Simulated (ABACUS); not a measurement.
## Energy of Ta along an even scaling of the cell

System: Ta (1 atom in the cell).
Method: Kohn-Sham DFT of a periodic cell, PBEsol, PseudoDojo NC SR 0.4.1 PBEsol standard, no spin polarisation (ABACUS 3.10.1).

The 7 runs differ only in the geometry, by an even scaling of the cell at fixed fractional positions. The structure derives from an entry of the Crystallography Open Database.

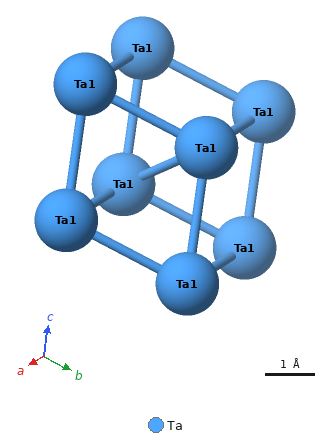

Figure 1. The structure of run 4 (ball-and-stick view of the cell of the calculation, seen slightly off an axis; atoms are numbered from 1 in the order of the input). An atom can appear more than once, as a periodic image.

**The input of run 4**
```
INPUT_PARAMETERS
suffix              Ta
calculation         scf
basis_type          pw
pseudo_dir          ./
symmetry            1
dft_functional      pbesol
ecutwfc             58
pseudo_rcut         7
nspin               1
nbands              11
ks_solver           dav
smearing_method     fd
smearing_sigma      0.00367493
scf_thr             1e-08
scf_nmax            100
mixing_type         broyden
mixing_beta         0.7
cal_force           1
cal_stress          1
kpar                4
```

**File STRU of run 4**
```
ATOMIC_SPECIES
Ta 180.9479 Ta.upf

LATTICE_CONSTANT
1.8897261246

LATTICE_VECTORS
-1.6512800000 1.6512800000 1.6512800000
1.6512800000 -1.6512800000 1.6512800000
1.6512800000 1.6512800000 -1.6512800000

ATOMIC_POSITIONS
Direct

Ta
0.0
1
0.0000000000 0.0000000000 0.0000000000 1 1 1
```

**File KPT of run 4**
```
K_POINTS
0
Gamma
11 11 11 0 0 0
```

Command:
```bash
OMP_NUM_THREADS=1 mpirun -np 4 abacus > log
```

Run 2 differs from it as follows:
```diff
--1.6512800000 1.6512800000 1.6512800000
-1.6512800000 -1.6512800000 1.6512800000
-1.6512800000 1.6512800000 -1.6512800000
+-1.6289626696 1.6289626696 1.6289626696
+1.6289626696 -1.6289626696 1.6289626696
+1.6289626696 1.6289626696 -1.6289626696
```

**Results, with one run withheld**

```csv
run,volume per atom (Å³),"free energy per atom, from the lowest run given (meV)",pressure (GPa)
1,16.930,20.27,9.50
2,17.290,?,?
3,17.650,0.00,−0.12
4,18.010,4.99,−4.22
5,18.371,18.63,−7.87
6,18.731,40.04,−11.14
7,19.091,68.45,−14.10
```

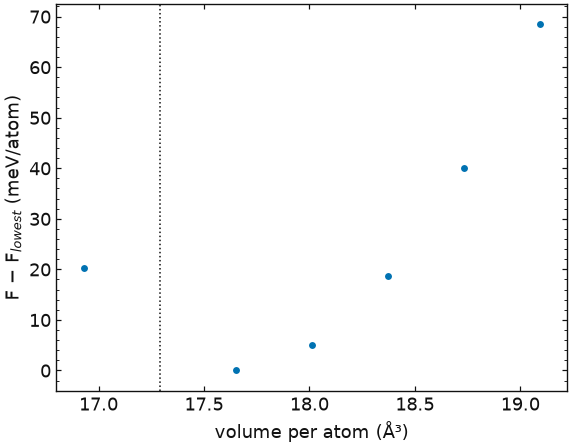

Figure 2. Free energy per atom of the runs given; the dotted line marks run 2.

Estimate the energy of run 2 from the others.

A cubic polynomial in V^(−2/3) (the Birch–Murnaghan form), fitted to the 6 runs given, misses them by at most 0.03 meV per atom. With x = V^(−2/3) − 0.14502 Å⁻², it reads F = 7.8357 − 6114.9 x + 1.1912e+06 x² + 1.4758e+06 x³ (meV per atom). At run 2 it gives 4.74 meV per atom, and the run itself gives 4.71. The slope of the fit gives a pressure −dF/dV of 4.42 GPa there, and the run prints 4.41 GPa. The fit has its minimum at 17.639 Å³ per atom, where V d²F/dV² gives 211 GPa: the bulk modulus at this level, since symmetry fixes the shape and the positions.

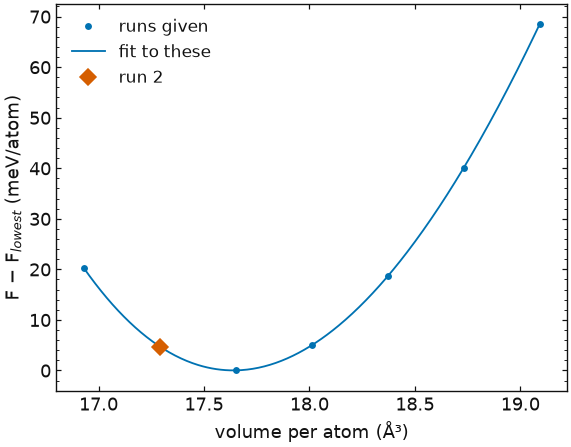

Figure 3. The fit and the withheld run.

**Some lines of the output (run 2)**
```
[...]
                          Volume (Bohr^3) = 116.678
                             Volume (A^3) = 17.2899
 E_Fermi        1.4269736653         19.4149727435
 E_Fermi        1.4081084387         19.1582981683
 E_Fermi        1.4077013810         19.1527598644
 E_Fermi        1.4074537073         19.1493900902
 E_KS(sigma->0) -130.1634584894      -1770.9647068425
 E_Fermi        1.4074929191         19.1499235944
 final etot is -1770.9678911 eV
 EFERMI = 19.149923594 eV
 TOTAL-PRESSURE: 44.099758 KBAR
 !FINAL_ETOT_IS -1770.9678911122914542 eV
```

Notes: Spin–orbit coupling is left out, which matters for Ta.
